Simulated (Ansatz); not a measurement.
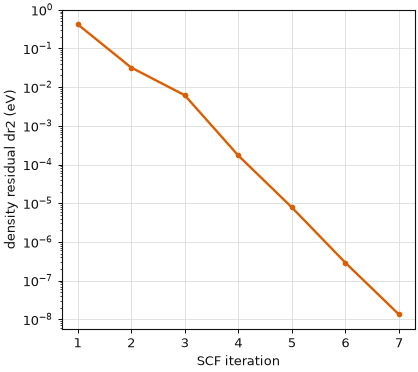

The plot shows the SCF iterations of a calculation: density residual dr2. The starting density is a sum of atomic densities corrected by a trained network.

Program: Ansatz.

```
crystal:
  lattice:
    - [5.41300273, 0.0, 0.0]
    - [0.0, 5.41300273, 0.0]
    - [0.0, 0.0, 3.30778919]
  atoms:
    - { symbol: Zr, position: [0.29612546, 0.29612546, 0.0] }
    - { symbol: Zr, position: [0.70387454, 0.70387454, 0.0] }
    - { symbol: Zr, position: [0.79612546, 0.20387454, 0.5] }
    - { symbol: Zr, position: [0.20387454, 0.79612546, 0.5] }
    - { symbol: "N", position: [0.0, 0.0, 0.0] }
    - { symbol: "N", position: [0.5, 0.5, 0.5] }
basis:
  ecutwfc: 500
kpoints:
  mp_grid: { grid: [8, 8, 10] }
hamiltonian:
  xc: r2scan
scf:
  occupations: { method: fixed }
output:
  forces: true
  stress: true
  eigenvalues: true
```

Run as:
```bash
ansatz run input.yaml --threads 1 --pin off --max-ram 2560MiB --backend cpu --events-out ev --progress --plain --runs-dir out
```

Did the calculation converge?

Answer. Converged, in 7 iterations. The residual falls at every step.
